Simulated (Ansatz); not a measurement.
# Single-point calculation, with input and output: MoTe$_{2}$

MoTe$_{2}$ (6 atoms in the cell), computed with DFT r2SCAN, scalar-relativistic, plane waves, PAW, no spin polarisation (Ansatz 0.2.0).

The structure derives from a Materials Project entry. Figures and captions count atoms from 1; the log counts them from 0 in places.

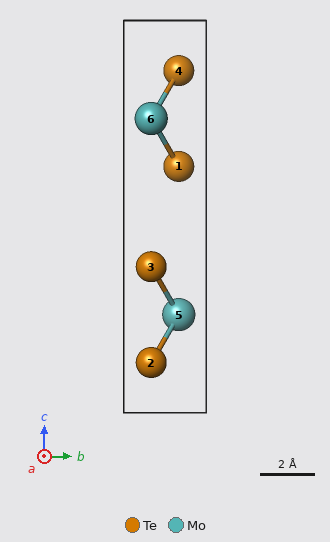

The structure as given in the input (ball-and-stick view of the cell of the calculation, along the a axis; atoms are numbered from 1 in the order of the input). Near neighbours in the crystal (not all of them lie inside the picture): Te has 3 Mo at 2.73 Å; Mo has 6 Te at 2.73 Å.

### Input
```yaml
crystal:
  lattice:
    - [3.5656545593, 0.0, 0.0]
    - [-1.7828272797, 3.0879474295, 0.0]
    - [0.0, 0.0, 14.64777841]
  atoms:
    - { symbol: Te, position: [0.33333333, 0.66666667, 0.62782269] }
    - { symbol: Te, position: [0.66666667, 0.33333333, 0.12782269] }
    - { symbol: Te, position: [0.66666667, 0.33333333, 0.37217731] }
    - { symbol: Te, position: [0.33333333, 0.66666667, 0.87217731] }
    - { symbol: Mo, position: [0.33333333, 0.66666667, 0.25] }
    - { symbol: Mo, position: [0.66666667, 0.33333333, 0.75] }
basis:
  ecutwfc: 500
kpoints:
  mp_grid: { grid: [6, 6, 2] }
hamiltonian:
  xc: r2scan
scf:
  occupations: { method: gaussian, width: 0.1 }
output:
  forces: true
  stress: true
  eigenvalues: true
```

Run on 1 thread of Intel Xeon @ 2.50GHz (Skylake/Cascade Lake), 192 GiB of memory available, shared host.

Command:
```bash
ansatz run input.yaml --threads 1 --pin off --max-ram 2560MiB --backend cpu --events-out ev --progress --plain --runs-dir out
```

### Output
```
Engine: ansatz 0.2.0, x86_64-unknown-linux-gnu
Pseudopotentials: kind: paw
Pseudopotential: Te, paw, valence charge 16, recommended cutoff 500 eV (meta_gga), Te.paw.azcp
Pseudopotential: Mo, paw, valence charge 14, recommended cutoff 500 eV (meta_gga), Mo.paw.azcp
Functional definition: r2SCAN
  parameter k0 = 0.174
  parameter k1 = 0.065
  parameter a1 = 4.9479
  exchange = r2scan_x(k0 = k0, k1 = k1, a1 = a1)
  correlation = r2scan_c
Crystal: 6 atoms, lattice volume = 161.280 Å³
Basis set: ecut = 500 eV, 4133 PW (Γ), exchange–correlation on 108×108×432 points (64 copies of the dense FFT grid, shifted against one another)
Bands: 56, of which v1, the nominal top of the filled ones, is band 46 counted from 1 (45 counted from 0)
Symmetry: 24 space group operations
Space group: P63/mmc (ITA 194), of the structure as read, at distance tolerance 5.4e-5 Å
k-points: 14 of 72
Non-local potential: Te, projectors of the file, l = 0: 2, l = 1: 2, l = 2: 2, l = 3: 2
Non-local potential: Mo, projectors of the file, l = 0: 3, l = 1: 2, l = 2: 2, l = 3: 1
PAW form: soft (Blöchl's): semilocal exchange-correlation on the pseudo side does not see the compensation charge
PAW frozen core: Te, regenerated for the run's functional (the file was generated under x = pbe(κ = 0.804, μ = 0.2195149727645171), c = pbe(β = 0.06672455060314922))
PAW frozen core: Mo, regenerated for the run's functional (the file was generated under x = pbe(κ = 0.804, μ = 0.2195149727645171), c = pbe(β = 0.06672455060314922))
PAW one-centre angular grid: Te, 590 points (default); XC on 160 Gauss nodes
PAW one-centre angular grid: Mo, 590 points (default); XC on 160 Gauss nodes
Initial density: superposition of atomic densities (neutral atoms: chi_scale 0, normalization atom), corrected by the library's trained network
Initial wavefunctions: pseudopotential atomic-orbital guess
Functional: x = r2scan, c = r2scan; τ floored in thin density (d = 2e-4 eV/Å³)
SCF iter   1: F=—  HF=-37916.238112 eV  |F-HF|=—  |Δ(HF+E_count)|=         —  Δρ=7.81e-3  dr2=1.73e-1  dr2_τ=3.86e-2  ethr=1.77e-3  ⟨swp⟩=7.4  Hψ=3033  notcnv=0
preconditioner: auto → Resta (q_TF=auto, 2.485 Å⁻¹)  ε∞=6.1  [insulator: Δε(μ)=1.039 eV  Ē_g=7.775 eV  σ=0.100 eV  W_gap=1.00  n_scr=52 (ndim 8)  ℏωp=17.5 eV  f_vac=0.060  D(μ)=0.00/eV (n_scr^D=0)  ε∞_Penn≈6.1]
SCF iter   2: F=—  HF=-37916.296278 eV  |F-HF|=—  |Δ(HF+E_count)|=   5.82e-2  Δρ=4.30e-3  dr2=3.78e-2  dr2_τ=9.99e-3  ethr=1.88e-4  ⟨swp⟩=2.0  Hψ=1240  notcnv=0  defer=41
SCF iter   3: F=—  HF=-37916.296992 eV  |F-HF|=—  |Δ(HF+E_count)|=   7.15e-4  Δρ=2.54e-3  dr2=3.84e-3  dr2_τ=2.64e-4  ethr=4.10e-5  ⟨swp⟩=2.0  Hψ=815  notcnv=0  defer=13
automatic band count: iteration 3 solves 54 bands in place of 56: the levels show a gap, and the empty bands left out lie too high to hold charge; the band table lists the bands solved (type scf.n_extra_bands for more)
SCF iter   4: F=—  HF=-37916.302124 eV  |F-HF|=—  |Δ(HF+E_count)|=   5.13e-3  Δρ=2.48e-4  dr2=7.32e-5  dr2_τ=6.47e-6  ethr=4.18e-6  ⟨swp⟩=2.0  Hψ=1079  notcnv=0  defer=13
SCF iter   5: F=—  HF=-37916.302290 eV  |F-HF|=—  |Δ(HF+E_count)|=   1.67e-4  Δρ=6.55e-5  dr2=6.71e-6  dr2_τ=3.01e-7  ethr=7.95e-8  ⟨swp⟩=3.0  Hψ=1558  notcnv=0  defer=13
SCF iter   6: F=—  HF=-37916.302297 eV  |F-HF|=—  |Δ(HF+E_count)|=   6.88e-6  Δρ=1.63e-5  dr2=5.76e-7  dr2_τ=1.43e-8  ethr=7.30e-9  ⟨swp⟩=2.0  Hψ=995  notcnv=0  defer=13
SCF iter   7: F=-37916.302298 eV  HF=-37916.302298 eV  |F-HF|=2.19e-8  |Δ(HF+E_count)|=   6.83e-7  Δρ=4.28e-6  dr2=2.58e-8  dr2_τ=1.66e-9  ethr=1.09e-10  ⟨swp⟩=8.1  Hψ=3126  notcnv=0
SCF 1 converged in 7 iterations: F = -37916.302298 eV  dr2 = 2.58e-8
  greatest PAW one-centre occupation: 0.997 electrons in one spin orbital (limit 2), on the Te atom at site 3 (counted from 0), in its partial waves of l = 2
SCF converged after 7 iterations
Free energy (F): -37916.302298 eV
Harris-Foulkes:  -37916.302298 eV  (|F-HF|=2.19e-8)
Internal energy: -37916.302298 eV  (E = F + TS)
E sigma→0 (E₀):  -37916.302298 eV
Fermi energy:    11.555366 eV
--- Per-component energies (eV) ---
  E_band       = -1330.676217
  E_kinetic    = 1603.619048
  E_local      = -8430.696276  (includes V_loc(G=0)·N_el)
  E_nonlocal   = -953.675402
  E_hartree    = 4602.817402
  E_xc         = -817.787092
  E_vxc        = -958.826665  (∫ρ·V_xc dr)
  E_paw        = -25182.322113  (= ΣΔE_a)
  E_vpaw       = -1857.754982  (= ΣTr[D̂ρ^β])
  E_aug_tail   = -0.000162  (compensation charges beyond the density's cutoff)
  E_vtau       = 61.022835  (kinetic-family band-sum trace: ∫τ·v_τ [+ j·A + Jᵃ·Aᵃ] dr)
  E_ewald      = -8738.954718
  E_core_change = 0.697015  (= ΣΔE_core)
  E_smearing   = -0.000000  (= −TS)
  E_closure    = 0.000000  (closes the sum)
  Σ components = -37916.302298   (vs F -37916.302298, Δ=0.00e0)
--- Forces (eV/Å), atoms counted from 1 ---
  atom   1  Te     0.00000000    -0.00000000     0.01281086
  atom   2  Te    -0.00000000    -0.00000000     0.01281086
  atom   3  Te     0.00000000    -0.00000000    -0.01281086
  atom   4  Te    -0.00000000     0.00000000    -0.01281086
  atom   5  Mo    -0.00000000    -0.00000000    -0.00000000
  atom   6  Mo     0.00000000     0.00000000     0.00000000
  max |Σ_I F_I| component: 6.94e-18 eV/Å
--- Stress (GPa, compression-positive) ---
       -0.100150      -0.000000      -0.000000
       -0.000000      -0.100150       0.000000
       -0.000000      -0.000000       0.017702
  P = ⅓ Tr σ = -0.0609 GPa (-0.609 kbar)
--- Band table (eV; the first three rows and the last of 14) ---
  k-point 0: bands = ["-51.6940", "-51.6940", "-26.4511", "-26.4511", "-26.4510", "-26.4510", "-26.4326", "-26.4326", "-26.4325", "-26.4325", "-26.3773", "-26.3773", "-26.3768", "-26.3768", "-26.3635", "-26.3635", "-26.3631", "-26.3631", "-26.3487", "-26.3480", "-26.3379", "-26.3372", "-25.0961", "-25.0961", "-24.9756", "-24.9756", "-24.9756", "-24.9756", "-2.2075", "-2.0406", "-1.2159", "-0.9394", "5.3479", "6.2289", "8.3352", "9.1403", "9.1403", "9.1489", "9.1489", "9.9468", "9.9468", "9.9656", "9.9656", "10.2480", "10.3693", "11.0462", "14.0678", "14.0678", "14.1366", "14.1366", "14.3438", "14.3438", "14.4789", "14.4789"]
  k-point 1: bands = ["-51.6940", "-51.6940", "-26.4511", "-26.4511", "-26.4511", "-26.4511", "-26.4325", "-26.4325", "-26.4325", "-26.4325", "-26.3770", "-26.3770", "-26.3770", "-26.3770", "-26.3633", "-26.3633", "-26.3633", "-26.3633", "-26.3484", "-26.3484", "-26.3375", "-26.3375", "-25.0961", "-25.0961", "-24.9756", "-24.9756", "-24.9756", "-24.9756", "-2.1338", "-2.1338", "-1.0691", "-1.0691", "5.7156", "5.7156", "9.1446", "9.1446", "9.1446", "9.1446", "9.1556", "9.1556", "9.9563", "9.9563", "9.9563", "9.9563", "10.9052", "10.9052", "14.0944", "14.0944", "14.0944", "14.0944", "14.4190", "14.4190", "14.4190", "14.4190"]
  k-point 2: bands = ["-51.6918", "-51.6918", "-26.4470", "-26.4469", "-26.4454", "-26.4453", "-26.4392", "-26.4391", "-26.4276", "-26.4275", "-26.3798", "-26.3793", "-26.3784", "-26.3781", "-26.3716", "-26.3712", "-26.3640", "-26.3635", "-26.3466", "-26.3461", "-26.3350", "-26.3344", "-25.0753", "-25.0753", "-25.0103", "-25.0103", "-24.9813", "-24.9812", "-1.8238", "-1.6608", "-0.9448", "-0.6901", "5.7535", "6.6069", "8.0268", "8.3377", "8.3795", "8.8572", "9.4343", "9.4567", "9.4840", "9.5154", "9.8191", "10.2571", "10.6192", "10.6768", "13.0137", "13.2727", "13.3011", "13.4905", "13.6253", "13.8049", "14.3036", "14.4839"]
  k-point 13: bands = ["-51.6843", "-51.6843", "-26.4619", "-26.4619", "-26.4335", "-26.4335", "-26.4211", "-26.4211", "-26.4204", "-26.4204", "-26.3999", "-26.3999", "-26.3830", "-26.3830", "-26.3690", "-26.3690", "-26.3687", "-26.3687", "-26.3434", "-26.3434", "-26.3252", "-26.3252", "-25.0939", "-25.0939", "-25.0386", "-25.0386", "-25.0048", "-25.0048", "0.1938", "0.1938", "0.4742", "0.4742", "6.2872", "6.2872", "6.4018", "6.4018", "7.0459", "7.0459", "7.5915", "7.5915", "8.1253", "8.1253", "9.1034", "9.1034", "10.9553", "10.9553", "12.0831", "12.0831", "12.9879", "12.9879", "13.5785", "13.5785", "15.0119", "15.0119"]
```

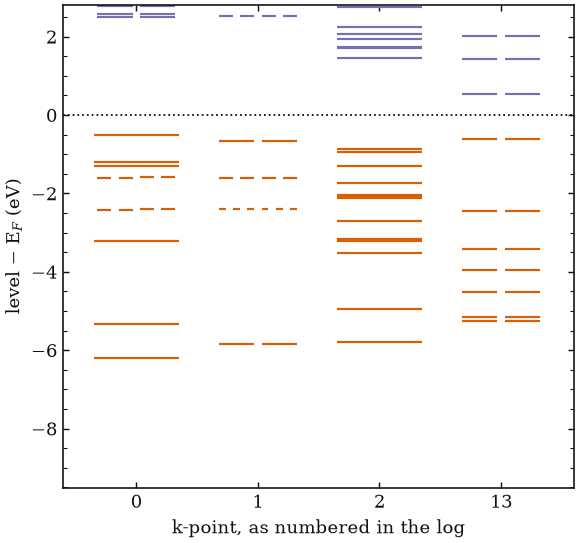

Kohn–Sham levels near the Fermi level (dotted) at the few k-points that the log prints; levels within 0.02 eV of each other stand side by side. Among these points the highest filled and lowest empty levels are 1.04 eV apart, which is the gap on the mesh.

### Results in brief

```csv
quantity,value
outcome,converged
space group (tolerance 0.01 Å),P6₃/mmc (194)
electrons treated,92
free energy,−37916.3023 eV
Fermi energy,11.555 eV
gap on the k-point mesh,1.03 eV
pressure,−0.06 GPa
largest force (length of the vector),0.013 eV/Å
wall time,17 s
peak memory,0.83 GiB
```
